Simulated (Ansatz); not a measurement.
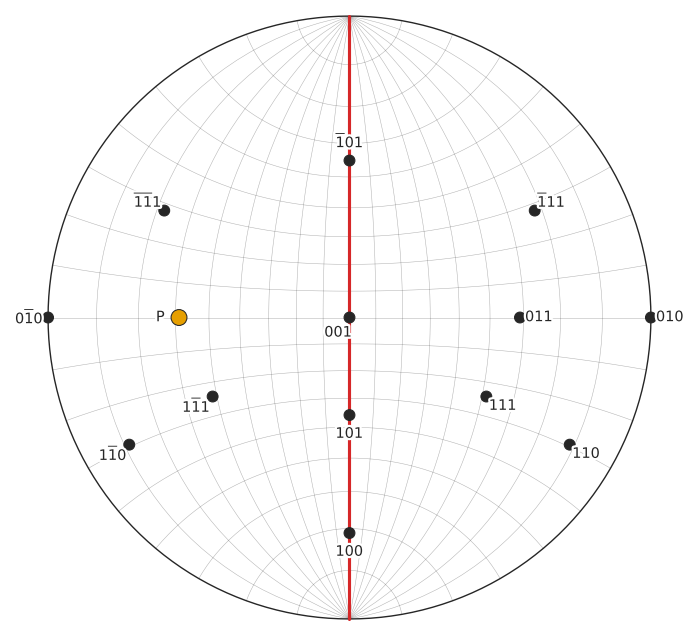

Crystal: BN, the end point of a relaxation with Ansatz, DFT PBE, scalar-relativistic, plane waves, PAW; the starting structure was generated, so it need not be a known form of this composition. Stereographic projection of plane normals (upper hemisphere) centred on (0 0 1). Geometry calculated from the standardised cell; symmetry tolerance 0.002 Å.

a = 4.351 Å, b = 2.512 Å, c = 4.415 Å, α = 90.00°, β = 108.87°, γ = 90.00°.

Index the pole marked P.

Answer. P is (0 −1 1), 59.0° from the centre.

Which zone does the coloured great circle trace?

Answer. The zone [0 1 0]: its poles satisfy k = 0.

What is the angle between the normals of (0 −1 0) and (0 1 0), and what are their d_hkl = 1/|g|?

Answer. 180.0°; d = 2.512 Å and 2.512 Å.
